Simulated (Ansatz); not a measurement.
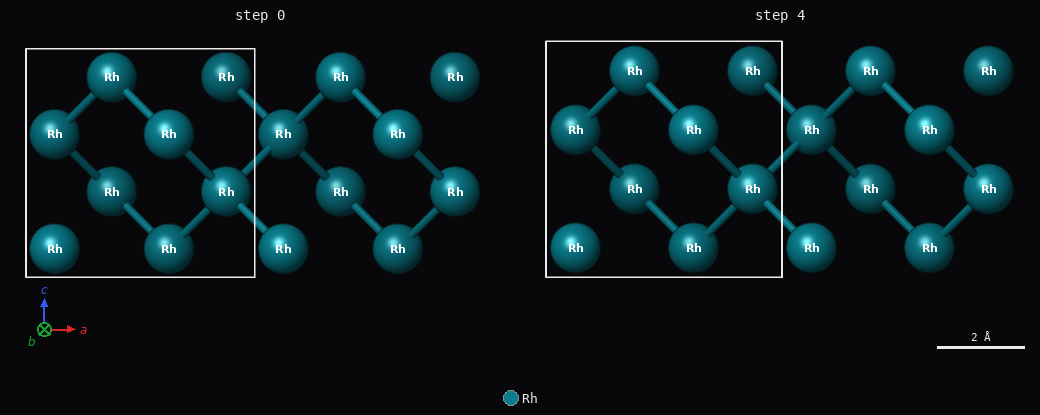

The structure of a crystal of Rh (a generated structure, set up in Fd-3m) before (left) and after (right) a relaxation, at one scale.

Style: ball-and-stick. Shown: the conventional cell (4 times the calculation's cell), repeated 2 × 1 × 1 with one cell outlined, along the b axis. Lengths and directions refer to the drawn axes.

Phase: diamond.

Method: DFT, r2SCAN, plane waves (500 eV) with PAW, scalar-relativistic (Ansatz).

The input:
```yaml
crystal:
  lattice:
    - [0.0, 2.647863974, 2.647863974]
    - [2.647863974, 0.0, 2.647863974]
    - [2.647863974, 2.647863974, 0.0]
  atoms:
    - { symbol: Rh, position: [0.125, 0.125, 0.125], spin: 1.0 }
    - { symbol: Rh, position: [0.875, 0.875, 0.875], spin: 1.0 }
hamiltonian:
  xc: r2scan
  pseudopotentials:
    kind: paw
    azcp:
      Rh: "pseudopotentials/Rh.paw.azcp"
basis:
  ecutwfc: 500
  fft_grid_basis: typed
kpoints:
  mp_grid: { grid: [10, 10, 10], shift: [0, 0, 0] }
magnetization:
  spin_polarized: true
scf:
  occupations: { method: fermi_dirac, width: 0.05 }
relax:
  max_steps: 60
  f_tol: 0.01
  cell: {}
output:
  write_density: true
  write_potential: true
  elf: true
  volumetric_format: npy
```

Command:
```bash
ansatz run input.yaml --threads 2 --pin off --max-ram 6144MiB --backend cpu --events-out ev --progress --plain --runs-dir out
```

Q: What changed between the two?

A: Over 3 accepted moves (4 points after the start) the energy falls by 86.8 meV per atom. All forces vanish by symmetry, so only the cell relaxes. Pressure: 16.83 GPa at the start and 0.02 GPa at the end. The SCF was repeated once at an unchanged geometry on a basis and grid sized afresh for the cell, which shifted the energy by 0.5 meV per atom at most. No atom moves by more than 0.005 Å relative to the cell. The volume changes by +9.7 %, with a = b = c 5.296 → 5.462 Å (+3.1 %). Some distances before and after: Rh1–Rh2 2.293 → 2.365 Å. The space group stays Fd-3m (No. 227). The program noted that the starting moments weren't kept. Cost: 54 s on 2 threads of Intel(R) Xeon(R) Platinum 8488C (Sapphire Rapids), on a shared host, peak memory 0.55 GiB.
